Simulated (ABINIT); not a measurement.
## Run report: As, geometry relaxation (part 1 of 3)

As (P6/mmm, 2 atoms in the cell), computed with Kohn-Sham DFT of a periodic cell, PBE, JTH PAW PBE v2.0, no spin polarisation (ABINIT 10.8.3).

The structure was built on a prototype by a generator; it need not be a known phase.

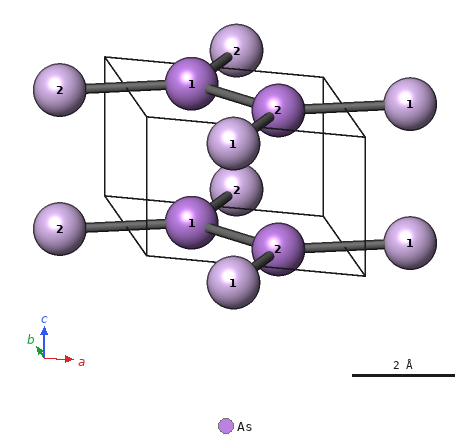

Fig. 1: The structure as given in the input (ball-and-stick view of the cell of the calculation, seen slightly off an axis; neighbours outside the cell are drawn fainter; atoms are numbered from 1 in the order of the input). An atom can appear more than once, as a periodic image.

## Input file
```
pp_dirpath "./"
pseudos "As.GGA_PBE-JTH.xml"

acell 3*1.0 Angstrom
rprim
     4.5664000000     0.0000000000     0.0000000000
    -2.2832000000     3.9546200000     0.0000000000
     0.0000000000     0.0000000000     2.8337400000
ntypat 1
znucl 33
natom 2
typat 1 1
xred
     0.3333300000     0.6666700000     0.0000000000
     0.6666700000     0.3333300000     0.0000000000
chkprim 0
chksymtnons 0
tolsym 1.0e-6

ecut 15.0
pawecutdg 30.0
pawxcdev 0

kptopt 1
ngkpt 7 7 9
nshiftk 1
shiftk 0.0 0.0 0.0

ixc 11

nband 19
occopt 3
tsmear 0.00183747

nstep 100
tolvrs 1.0e-9

iomode 3
prtwf 0
prtden 0
prteig 0
prtebands 0

ionmov 2
ntime 60
tolmxf 0.0001
optcell 2
dilatmx 1.08
ecutsm 0.5
```

Run on 1 thread of Intel Xeon (Sapphire Rapids), 16 GiB of memory available, shared host.

Launch command:
```bash
abinit run.abi > log 2>&1
```

## Output
```
.Version 10.8.3 of ABINIT
 Symmetries : space group Cm m m (# 65); Bravais oC (1-face-center ortho.)
================================================================================
 Values of the parameters that define the memory need of the present run
     intxc =       0    ionmov =       2      iscf =      17    lmnmax =      18
     lnmax =       6     mgfft =      36  mpssoang =       3    mqgrid =    3001
     natom =       2  nloc_mem =       2    nspden =       1   nspinor =       1
    nsppol =       1      nsym =       8    n1xccc =       1    ntypat =       1
    occopt =       3   xclevel =       2
       mpw =        1222          nfft =       31104          nkpt =          80
 PAW method is used; the additional fine FFT grid is defined by:
   mgfftf=        48    nfftf =     69120
================================================================================
================================================================================

--------------------------------------------------------------------------------
------------- Echo of variables that govern the present computation ------------
--------------------------------------------------------------------------------
 -outvars: echo values of preprocessed input variables --------
            acell      8.6292466874E+00  8.6292466874E+00  5.3549925120E+00 Bohr
              amu      7.49215900E+01
          chkprim           0
      chksymtnons           0
          dilatmx      1.08000000E+00
             ecut      1.50000000E+01 Hartree
           ecutsm      5.00000000E-01 Hartree
           ionmov           2
                       outvar_i_n : Printing only first  50 k-points.
              ixc          11
                       outvar_i_n : Printing only first  50 k-points.
         kptrlatt        7    0    0      0    7    0      0    0    9
          kptrlen      4.81949326E+01
            natom           2
            nband          19
            ngfft          36      36      24
          ngfftdg          48      48      30
             nkpt          80
            nstep         100
             nsym           8
            ntime          60
           ntypat           1
                       prtocc : prtvol=0, do not print more k-points.
           occopt           3
          optcell           2
        pawecutdg      3.00000000E+01 Hartree
         pawxcdev           0
           prtden           0
        prtebands           0
           prteig           0
            prtwf           0
            rprim      1.0000000000E+00  2.6215810103E-07  0.0000000000E+00
                      -5.0000007568E-01  8.6602536009E-01  0.0000000000E+00
                       0.0000000000E+00  0.0000000000E+00  1.0000000000E+00
          spgroup          65
           tolmxf      1.00000000E-04
           tolsym      1.00000000E-06
           tolvrs      1.00000000E-09
           tsmear      1.83747000E-03 Hartree
            typat      1  1
           useylm           1
                       outvars : Printing only first  50 k-points.
           xangst     -2.3062390254E-05  2.6364261164E+00  0.0000000000E+00
                       2.2832230624E+00  1.3181938836E+00  0.0000000000E+00
            xcart     -4.3581601388E-05  4.9821233111E+00  0.0000000000E+00
                       4.3146662723E+00  2.4910254209E+00  0.0000000000E+00
             xred      3.3333000000E-01  6.6667000000E-01  0.0000000000E+00
                       6.6667000000E-01  3.3333000000E-01  0.0000000000E+00
            znucl       33.00000

================================================================================

 chkinp: Checking input parameters for consistency.

================================================================================
== DATASET  1 ==================================================================

--- !DatasetInfo
iteration_state: {dtset: 1, }
dimensions: {natom: 2, nkpt: 80, mband: 19, nsppol: 1, nspinor: 1, nspden: 1, mpw: 1222, }
cutoff_energies: {ecut:  15.0, pawecutdg:  30.0, }
electrons: {nelect:   3.00000000E+01, charge:   0.00000000E+00, occopt:   3.00000000E+00, tsmear:   1.83747000E-03, }
meta: {optdriver: 0, ionmov: 2, optcell: 2, iscf: 17, paral_kgb: 0, }
...

 Exchange-correlation functional for the present dataset will be:
  GGA: Perdew-Burke-Ernzerhof functional - ixc=11
  J.P.Perdew, K.Burke, M.Ernzerhof, PRL 77, 3865 (1996)

 Real(R)+Recip(G) space primitive vectors, cartesian coordinates (Bohr,Bohr^-1):
 R(1)=  8.6292467  0.0000023  0.0000000  G(1)=  0.1158850  0.0669062  0.0000000
 R(2)= -4.3146240  7.4731465  0.0000000  G(2)= -0.0000000  0.1338124  0.0000000
 R(3)=  0.0000000  0.0000000  5.3549925  G(3)=  0.0000000  0.0000000  0.1867416
 Unit cell volume ucvol=  3.4533080E+02 bohr^3
 Angles (23,13,12)=  9.00000000E+01  9.00000000E+01  1.19999990E+02 degrees

 Coarse grid specifications (used for wave-functions):

 getcut: wavevector=  0.0000  0.0000  0.0000  ngfft=  36  36  24
         ecut(hartree)=     17.496   => boxcut(ratio)=   2.21562

 getcut : COMMENT -
  Note that boxcut > 2.2 ; recall that boxcut=Gcut(box)/Gcut(sphere) = 2
  is sufficient for exact treatment of convolution.
  Such a large boxcut is a waste : you could raise ecut
  e.g. ecut=   21.471827 Hartrees makes boxcut=2

 Fine grid specifications (used for densities):

 getcut: wavevector=  0.0000  0.0000  0.0000  ngfft=  48  48  30
         ecut(hartree)=     34.992   => boxcut(ratio)=   2.08891

--- Pseudopotential description ------------------------------------------------
- pspini: atom type   1  psp file is ./As.GGA_PBE-JTH.xml
 Pseudopotential format is: paw10
 basis_size (lnmax)=  6 (lmn_size= 18), orbitals=   0   0   1   1   2   2
 Spheres core radius: rc_sph= 2.10391912
 Shapefunction is BESSEL type: shapef(r,l)=aa(1,l)*jl(q(1,l)*r)+aa(2,l)*jl(q(2,l)*r)
 Radius for shape functions =  1.70360438
 Compensation charge density is not taken into account in XC energy/potential

   1.40610127E+03                                ecore*ucvol(ha*bohr**3)
--------------------------------------------------------------------------------

================================================================================

=== [ionmov= 2] Broyden-Fletcher-Goldfarb-Shanno method (forces)
================================================================================

--- Iteration: ( 1/60) Internal Cycle: (1/1)
--------------------------------------------------------------------------------

---SELF-CONSISTENT-FIELD CONVERGENCE--------------------------------------------

--- !BeginCycle
iteration_state: {dtset: 1, itime: 1, icycle: 1, }
solver: {iscf: 17, nstep: 100, nline: 4, wfoptalg: 10, }
tolerances: {tolvrs: 1.00E-09, }
...

     iter   Etot(hartree)      deltaE(h)  residm     nres2
 ETOT  1  -227.10159247325    -2.271E+02 2.043E+01 3.962E-01
 ETOT  2  -227.72558651388    -6.240E-01 1.420E-02 2.020E-01
 ETOT  3  -227.72447786020     1.109E-03 1.568E-02 5.539E-02
 ETOT  4  -227.72407704573     4.008E-04 1.395E-03 3.764E-03
 ETOT  5  -227.72414311566    -6.607E-05 4.385E-04 6.537E-04
 ETOT  6  -227.72416676865    -2.365E-05 4.698E-04 4.589E-05
 ETOT  7  -227.72416797638    -1.208E-06 1.013E-04 5.773E-06
 ETOT  8  -227.72416859490    -6.185E-07 1.842E-04 2.062E-07
 ETOT  9  -227.72416860550    -1.060E-08 4.771E-05 2.315E-08
 ETOT 10  -227.72416860869    -3.185E-09 1.916E-04 1.196E-09
 ETOT 11  -227.72416860873    -4.374E-11 4.662E-05 1.546E-10

 At SCF step   11       nres2   =  1.55E-10 < tolvrs=  1.00E-09 =>converged.

 Cartesian components of stress tensor (hartree/bohr^3)
  sigma(1 1)=  3.62569580E-05  sigma(3 2)=  0.00000000E+00
  sigma(2 2)=  3.62377431E-05  sigma(3 1)=  0.00000000E+00
  sigma(3 3)= -6.34796053E-05  sigma(2 1)= -1.66405801E-08

--- !ResultsGS
iteration_state: {dtset: 1, itime: 1, icycle: 1, }
comment   : Summary of ground state results
lattice_vectors:
- [  8.6292467,   0.0000023,   0.0000000, ]
- [ -4.3146240,   7.4731465,   0.0000000, ]
- [  0.0000000,   0.0000000,   5.3549925, ]
lattice_lengths: [   8.62925,    8.62925,    5.35499, ]
lattice_angles: [ 90.000,  90.000, 120.000, ] # degrees, (23, 13, 12)
lattice_volume:   3.4533080E+02
convergence: {deltae: -4.374E-11, res2:  1.546E-10, residm:  4.662E-05, diffor: null, }
etotal    :  -2.27724169E+02
entropy   :   0.00000000E+00
fermie    :   1.68260762E-01
cartesian_stress_tensor: # hartree/bohr^3
- [  3.62569580E-05,  -1.66405801E-08,   0.00000000E+00, ]
- [ -1.66405801E-08,   3.62377431E-05,   0.00000000E+00, ]
- [  0.00000000E+00,   0.00000000E+00,  -6.34796053E-05, ]
pressure_GPa:  -8.8411E-02
xred      :
- [  3.3333E-01,   6.6667E-01,   0.0000E+00, As]
- [  6.6667E-01,   3.3333E-01,   0.0000E+00, As]
cartesian_forces: # hartree/bohr
- [  3.13189778E-06,  -1.80820130E-06,  -0.00000000E+00, ]
- [ -3.13189778E-06,   1.80820130E-06,  -0.00000000E+00, ]
force_length_stats: {min:   3.61640369E-06, max:   3.61640369E-06, mean:   3.61640369E-06, }
...

 Integrated electronic density in atomic spheres:
 ------------------------------------------------
 Atom  Sphere_radius  Integrated_density
    1        2.10392         12.55580317
    2        2.10392         12.55580317

---OUTPUT-----------------------------------------------------------------------

 Cartesian coordinates (xcart) [bohr]
 -4.35816013880509E-05  4.98212331109667E+00  0.00000000000000E+00
  4.31466627227404E+00  2.49102542094076E+00  0.00000000000000E+00
 Reduced coordinates (xred)
  3.33330000000000E-01  6.66670000000000E-01  0.00000000000000E+00
  6.66670000000000E-01  3.33330000000000E-01  0.00000000000000E+00
 Cartesian forces (fcart) [Ha/bohr]; max,rms= 3.13190E-06 2.08793E-06 (free atoms)
  3.13189778044619E-06 -1.80820129679077E-06 -0.00000000000000E+00
 -3.13189778044619E-06  1.80820129679077E-06 -0.00000000000000E+00
 Gradient of E wrt nuclear positions in reduced coordinates (gred)
 -2.70259144567625E-05  2.70259144567625E-05 -0.00000000000000E+00
  2.70259144567625E-05 -2.70259144567625E-05 -0.00000000000000E+00
 Scale of Primitive Cell (acell) [bohr]
  8.62924668744292E+00  8.62924668744292E+00  5.35499251202992E+00
 Real space primitive translations (rprimd) [bohr]
  8.62924668744262E+00  2.26222692489841E-06  0.00000000000000E+00
 -4.31462399676997E+00  7.47314646981051E+00  0.00000000000000E+00
  0.00000000000000E+00  0.00000000000000E+00  5.35499251202992E+00
 Unitary Cell Volume (ucvol) [Bohr^3]=  3.45330798152663E+02
 Angles (23,13,12)= [degrees]
  9.00000000000000E+01  9.00000000000000E+01  1.19999989986297E+02
 Lengths [Bohr]
  8.62924668744292E+00  8.62924668744292E+00  5.35499251202992E+00
 Stress tensor in cartesian coordinates (strten) [Ha/bohr^3]
  3.62569580005297E-05 -1.66405801235332E-08  0.00000000000000E+00
 -1.66405801235332E-08  3.62377430981851E-05  0.00000000000000E+00
  0.00000000000000E+00  0.00000000000000E+00 -6.34796053041002E-05
 Total energy (etotal) [Ha]= -2.27724168608729E+02

--- Iteration: ( 2/60) Internal Cycle: (1/1)
--------------------------------------------------------------------------------

---SELF-CONSISTENT-FIELD CONVERGENCE--------------------------------------------

--- !BeginCycle
iteration_state: {dtset: 1, itime: 2, icycle: 1, }
solver: {iscf: 17, nstep: 100, nline: 4, wfoptalg: 10, }
tolerances: {tolvrs: 1.00E-09, }
...

     iter   Etot(hartree)      deltaE(h)  residm     nres2
 ETOT  1  -227.72426236866    -2.277E+02 8.245E-04 2.309E-02
 ETOT  2  -227.72423574560     2.662E-05 2.566E-05 2.978E-03
 ETOT  3  -227.72422956123     6.184E-06 5.706E-05 1.132E-05
 ETOT  4  -227.72423014740    -5.862E-07 1.532E-05 6.665E-06
 ETOT  5  -227.72423016192    -1.451E-08 3.161E-05 3.147E-06
 ETOT  6  -227.72423018102    -1.911E-08 7.689E-06 4.442E-08
 ETOT  7  -227.72423018235    -1.324E-09 1.573E-05 2.041E-08
 ETOT  8  -227.72423018289    -5.441E-10 3.740E-06 4.710E-09
 ETOT  9  -227.72423018290    -4.661E-12 7.547E-06 6.343E-10

 At SCF step    9       nres2   =  6.34E-10 < tolvrs=  1.00E-09 =>converged.

 Cartesian components of stress tensor (hartree/bohr^3)
  sigma(1 1)=  2.78163814E-05  sigma(3 2)=  0.00000000E+00
  sigma(2 2)=  2.77953023E-05  sigma(3 1)=  0.00000000E+00
  sigma(3 3)= -5.06551817E-05  sigma(2 1)= -1.82550219E-08
```
